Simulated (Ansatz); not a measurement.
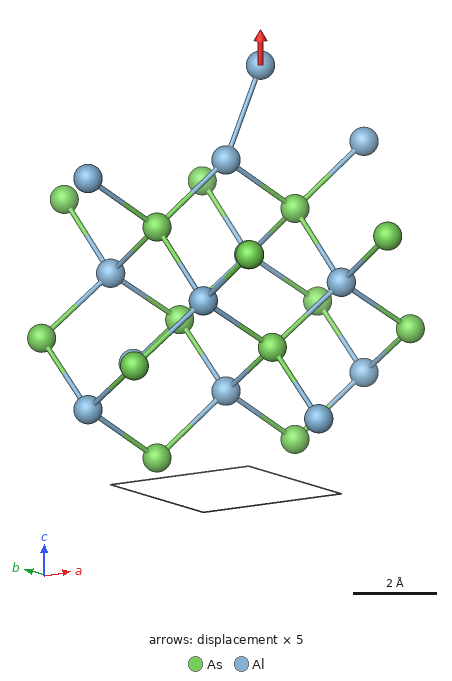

A constrained relaxation of a slab of composition Al4As3 (cut from the F-43m phase). The starting structure is drawn; red arrows show the displacements, magnified 5 times.

The picture is a ball-and-stick view of the cell of the calculation, outlined in the plane, without the vacuum, seen from a free direction.

Case: Al over the place (1/4, 0/4) of the surface cell, its height relaxed. The slab is the (1 0 0) face of AlAs with Al on it. 6 atoms are held fixed.

The calculation used DFT PBEsol, scalar-relativistic, plane waves, PAW in Ansatz. (plane-wave cutoff 420 eV; k-point mesh 7 × 7 × 1; occupations gaussian; smearing width 0.05 eV; collinear spin; dipole correction; atoms relaxed in a fixed cell; force threshold 0.02 eV/Å; at most 25 steps)

### Which element moves most?

Aluminium: up to 0.18 Å, against 0.00 Å for arsenic.

### What did the optimiser do to the structure, and how much energy did it gain?

An Al atom moves most: 0.18 Å along the normal (+c). As stays in place. The cell doesn't change. Near-neighbour distances that change, for instance: Al–Al 2.436 → 2.600 Å. The energy falls by 66.6 meV per cell of the calculation in 3 geometry steps. Largest force component: 0.81 eV/Å at the start, 0.00063 eV/Å at the end.

Limits of the set-up: the periodic images lie only 4.0 Å apart, so the values are limited by the cell's size.
